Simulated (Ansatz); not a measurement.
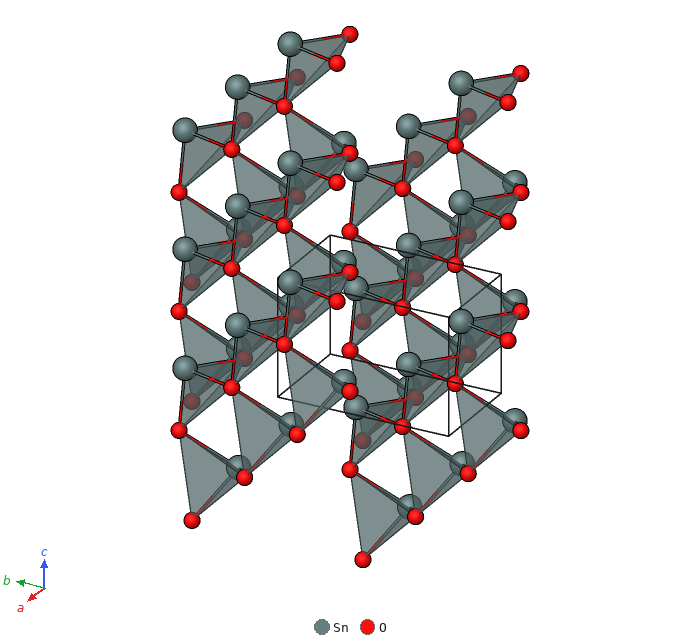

Polyhedra are drawn about Sn (bonds: O–Sn below 2.4 Å); other atoms are plain spheres.

The compound is SnO (space group Pmn2_1, No. 31), taken as the input geometry of an electronic-structure calculation (not necessarily at equilibrium).

### What figure surrounds each Sn atom, and what does it share with the other drawn polyhedra?

Sn: SnO3 trigonal pyramid, sharing corners with six neighbours.

### How do these polyhedra hang together as a whole?

They form layers of corner-sharing trigonal pyramids parallel to (010).

### How far apart are the centres of linked polyhedra?

Centre to centre across a shared corner: 3.32 to 3.70 Å.
